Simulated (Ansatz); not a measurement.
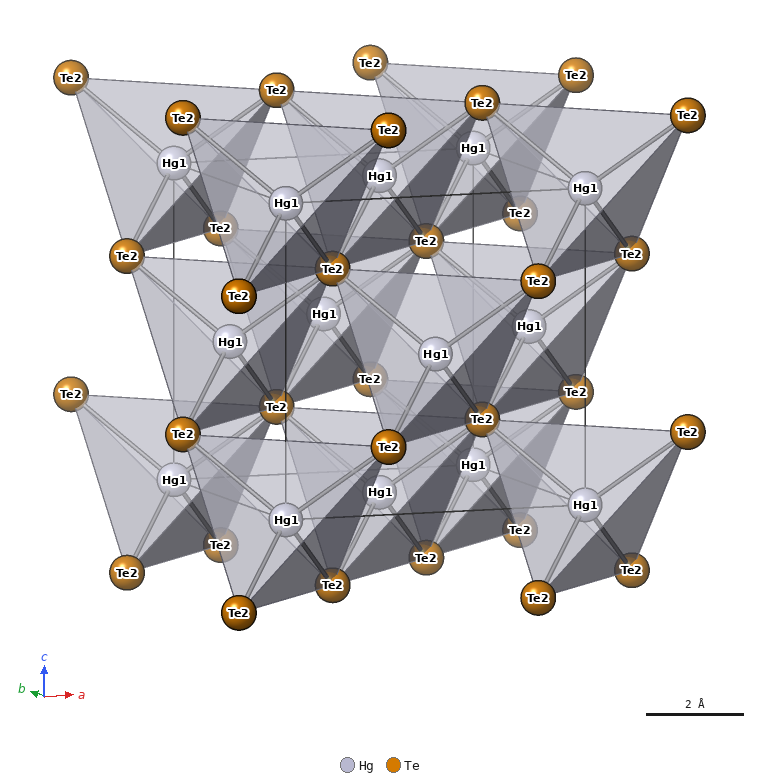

Fig. 1: The structure (polyhedral view of the cell 4 times as large as that of the calculation, set on its symmetry axes, seen slightly off an axis; polyhedra are completed across the faces of the cell; atoms are numbered from 1 in the order of the input).

# What a change does: single-point calculation on HgTe

System: HgTe (F-43m, 2 atoms in the cell).
Method of the first run: DFT, PBE, plane waves, PAW, no spin polarisation (Ansatz 0.2.0).

The structure derives from an entry of the Crystallography Open Database. Text and figures count atoms from 1; the logs count them from 0 in places.

### Input, the first run
```yaml
crystal:
  lattice:
    - [0.0, 3.326407796, 3.326407796]
    - [3.326407796, 0.0, 3.326407796]
    - [3.326407796, 3.326407796, 0.0]
  atoms:
    - { symbol: Hg, position: [0.0, 0.0, 0.0] }
    - { symbol: Te, position: [0.25, 0.25, 0.25] }
basis:
  ecutwfc: 420
kpoints:
  mp_grid: { grid: [15, 15, 15] }
hamiltonian:
  xc: pbe
scf:
  occupations: { method: gaussian, width: 0.1 }
output:
  forces: true
  eigenvalues: true
  stress: true
```

Launched with:
```bash
ansatz run input.yaml --threads 2 --pin off --max-ram 5120MiB --backend cpu --events-out ev --progress --plain --runs-dir out
```

Hardware: 2 threads of Arm Neoverse V1, 24 GiB of memory available, shared host.

### Output, shortened to warnings, some set-up lines, iterations and results (the first run)
```
Basis set: ecut = 420 eV, 1459 PW (Γ), exchange–correlation on 64×64×64 points (8 copies of the dense FFT grid, shifted against one another)
Symmetry: 24 space group operations
k-points: 120 of 3375 (time reversal used)
Initial density: superposition of atomic densities (neutral atoms: chi_scale 0, normalization atom), corrected by the library's trained network
[...]
SCF iter   1: F=—  HF=-20793.749648 eV  |F-HF|=—  |Δ(HF+E_count)|=         —  Δρ=1.21e-3  dr2=2.53e-3  ethr=1.77e-3  ⟨swp⟩=5.9  Hψ=12337  notcnv=0
SCF iter   2: F=—  HF=-20793.749569 eV  |F-HF|=—  |Δ(HF+E_count)|=   7.94e-5  Δρ=5.47e-4  dr2=2.65e-4  ethr=7.03e-6  ⟨swp⟩=2.3  Hψ=4781  notcnv=0
SCF iter   3: F=—  HF=-20793.749674 eV  |F-HF|=—  |Δ(HF+E_count)|=   1.05e-4  Δρ=2.08e-4  dr2=3.01e-5  ethr=7.36e-7  ⟨swp⟩=2.0  Hψ=3601  notcnv=0
SCF iter   4: F=—  HF=-20793.749770 eV  |F-HF|=—  |Δ(HF+E_count)|=   9.56e-5  Δρ=7.86e-5  dr2=4.81e-6  ethr=8.35e-8  ⟨swp⟩=2.0  Hψ=3718  notcnv=0
SCF iter   5: F=—  HF=-20793.749794 eV  |F-HF|=—  |Δ(HF+E_count)|=   2.39e-5  Δρ=1.56e-5  dr2=1.59e-7  ethr=1.33e-8  ⟨swp⟩=2.0  Hψ=3725  notcnv=0
SCF iter   6: F=-20793.749795 eV  HF=-20793.749795 eV  |F-HF|=2.78e-8  |Δ(HF+E_count)|=   1.50e-6  Δρ=2.28e-6  dr2=4.60e-9  ethr=2.78e-10  ⟨swp⟩=7.1  Hψ=11735  notcnv=0
SCF 1 converged in 6 iterations: F = -20793.749795 eV  dr2 = 4.60e-9
SCF converged after 6 iterations
Free energy (F): -20793.749795 eV
Harris-Foulkes:  -20793.749795 eV  (|F-HF|=2.78e-8)
Internal energy: -20793.749691 eV  (E = F + TS)
E sigma→0 (E₀):  -20793.749743 eV
Entropy (-TS):   -0.000105 eV (-0.052 meV/atom)
Fermi energy:    7.491165 eV
--- Per-component energies (eV) ---
  E_band       = -807.425872
  E_kinetic    = 782.739749
  E_local      = -4989.414300  (includes V_loc(G=0)·N_el)
  E_nonlocal   = -237.677046
  E_hartree    = 2411.605268
  E_xc         = -343.852057
  E_vxc        = -365.250786  (∫ρ·V_xc dr)
  E_paw        = -14606.747701  (= ΣΔE_a)
  E_vpaw       = -821.036940  (= ΣTr[D̂ρ^β])
  E_aug_tail   = 0.000731  (compensation charges beyond the density's cutoff)
  E_ewald      = -3810.404336
  E_smearing   = -0.000105  (= −TS)
  E_closure    = 0.000000  (closes the sum)
  Σ components = -20793.749795   (vs F -20793.749795, Δ=0.00e0)
--- Forces (eV/Å), atoms counted from 1 ---
  atom   1  Hg     0.00000000    -0.00000000    -0.00000000
  atom   2  Te    -0.00000000     0.00000000     0.00000000
  max |Σ_I F_I| component: 1.20e-16 eV/Å
--- Stress (GPa, compression-positive) ---
       -0.034424      -0.000000      -0.000000
        0.000000      -0.034424       0.000000
       -0.000000       0.000000      -0.034424
  P = ⅓ Tr σ = -0.0344 GPa (-0.344 kbar)
```

The input of the second run differs as follows (lines with − go, lines with + come):
```diff
-    - [0.0, 3.326407796, 3.326407796]
-    - [3.326407796, 0.0, 3.326407796]
-    - [3.326407796, 3.326407796, 0.0]
+    - [0.0, 3.2145, 3.2145]
+    - [3.2145, 0.0, 3.2145]
+    - [3.2145, 3.2145, 0.0]
-  mp_grid: { grid: [15, 15, 15] }
+  mp_grid: { grid: [6, 6, 6] }
```

How does the second run compare with the first run?

With the same functional and potentials, the second run lies 51.7 meV per atom higher (other lines of the input change too). The pressure goes from −0.03 to 4.60 GPa. The volume per atom goes from 36.81 to 33.22 Å³. The number of SCF iterations is the same. The irreducible k-points go from 120 to 16. The plane waves at Γ go from 1459 to 1291.

### Output, shortened to warnings, some set-up lines, iterations and results (the second run)
```
Basis set: ecut = 420 eV, 1291 PW (Γ), exchange–correlation on 64×64×64 points (8 copies of the dense FFT grid, shifted against one another)
Symmetry: 24 space group operations
k-points: 16 of 216 (time reversal used)
Initial density: superposition of atomic densities (neutral atoms: chi_scale 0, normalization atom), corrected by the library's trained network
[...]
SCF iter   1: F=—  HF=-20793.646411 eV  |F-HF|=—  |Δ(HF+E_count)|=         —  Δρ=1.04e-3  dr2=1.46e-3  ethr=1.77e-3  ⟨swp⟩=5.9  Hψ=1631  notcnv=0
SCF iter   2: F=—  HF=-20793.646313 eV  |F-HF|=—  |Δ(HF+E_count)|=   9.78e-5  Δρ=5.03e-4  dr2=1.90e-4  ethr=4.07e-6  ⟨swp⟩=3.3  Hψ=807  notcnv=0
SCF iter   3: F=—  HF=-20793.646388 eV  |F-HF|=—  |Δ(HF+E_count)|=   7.50e-5  Δρ=2.15e-4  dr2=2.82e-5  ethr=5.28e-7  ⟨swp⟩=2.0  Hψ=481  notcnv=0
SCF iter   4: F=—  HF=-20793.646426 eV  |F-HF|=—  |Δ(HF+E_count)|=   3.81e-5  Δρ=8.91e-5  dr2=6.16e-6  ethr=7.82e-8  ⟨swp⟩=2.0  Hψ=481  notcnv=0
SCF iter   5: F=—  HF=-20793.646441 eV  |F-HF|=—  |Δ(HF+E_count)|=   1.51e-5  Δρ=2.33e-5  dr2=3.56e-7  ethr=1.71e-8  ⟨swp⟩=2.0  Hψ=497  notcnv=0
SCF iter   6: F=-20793.646442 eV  HF=-20793.646442 eV  |F-HF|=5.23e-8  |Δ(HF+E_count)|=   1.26e-6  Δρ=4.64e-6  dr2=1.49e-8  ethr=2.78e-10  ⟨swp⟩=7.1  Hψ=1617  notcnv=0
SCF 1 converged in 6 iterations: F = -20793.646442 eV  dr2 = 1.49e-8
SCF converged after 6 iterations
Free energy (F): -20793.646442 eV
Harris-Foulkes:  -20793.646442 eV  (|F-HF|=5.23e-8)
Internal energy: -20793.645728 eV  (E = F + TS)
E sigma→0 (E₀):  -20793.646085 eV
Entropy (-TS):   -0.000714 eV (-0.357 meV/atom)
Fermi energy:    9.038471 eV
--- Per-component energies (eV) ---
  E_band       = -763.952697
  E_kinetic    = 785.097233
  E_local      = -4768.588506  (includes V_loc(G=0)·N_el)
  E_nonlocal   = -237.964367
  E_hartree    = 2322.627164
  E_xc         = -345.116568
  E_vxc        = -367.010298  (∫ρ·V_xc dr)
  E_paw        = -14606.643826  (= ΣΔE_a)
  E_vpaw       = -820.742449  (= ΣTr[D̂ρ^β])
  E_aug_tail   = 0.000753  (compensation charges beyond the density's cutoff)
  E_ewald      = -3943.057611
  E_smearing   = -0.000714  (= −TS)
  E_closure    = 0.000000  (closes the sum)
  Σ components = -20793.646442   (vs F -20793.646442, Δ=0.00e0)
--- Forces (eV/Å), atoms counted from 1 ---
  atom   1  Hg     0.00000000    -0.00000000     0.00000000
  atom   2  Te    -0.00000000     0.00000000    -0.00000000
  max |Σ_I F_I| component: 1.20e-16 eV/Å
--- Stress (GPa, compression-positive) ---
        4.599900      -0.000000      -0.000000
       -0.000000       4.599900       0.000000
        0.000000       0.000000       4.599900
  P = ⅓ Tr σ = 4.5999 GPa (45.999 kbar)
```

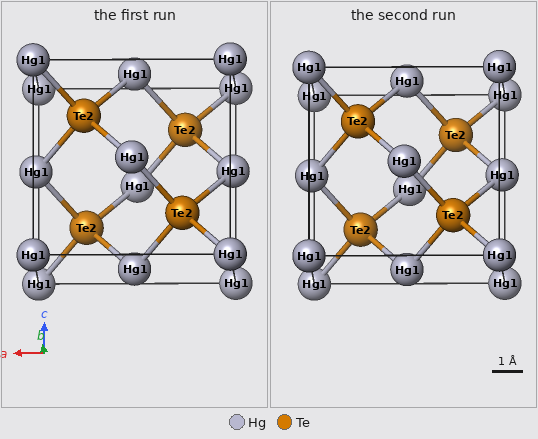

Fig. 2: The two input geometries at one scale (ball-and-stick view of the cell 4 times as large as that of the calculation, set on its symmetry axes, seen at an oblique angle). No atom moves by more than 0.005 Å relative to the cell. The drawn cell changes as follows: a = b = c 6.653 → 6.429 Å (−3.4 %); the volume changes by −9.8 %. Among the contacts that change: Hg1–Te2 2.881 → 2.784 Å.

### The two runs side by side

| quantity | the first run | the second run |
| --- | --- | --- |
| outcome | converged | converged |
| free energy per atom (eV) | −10396.8749 | −10396.8232 |
| gap on the mesh (eV) | 0.00 | 0.00 |
| pressure (GPa) | −0.03 | 4.60 |
| volume per atom (Å³) | 36.81 | 33.22 |
| largest force (eV/Å) | 0.000 | 0.000 |
| SCF iterations | 6 | 6 |
| irreducible k-points | 120 | 16 |
| plane waves at Γ | 1459 | 1291 |
| wall time (shared host) | 8.7 s | 1.2 s |

For both runs: Spin–orbit coupling is left out, which matters for Hg.
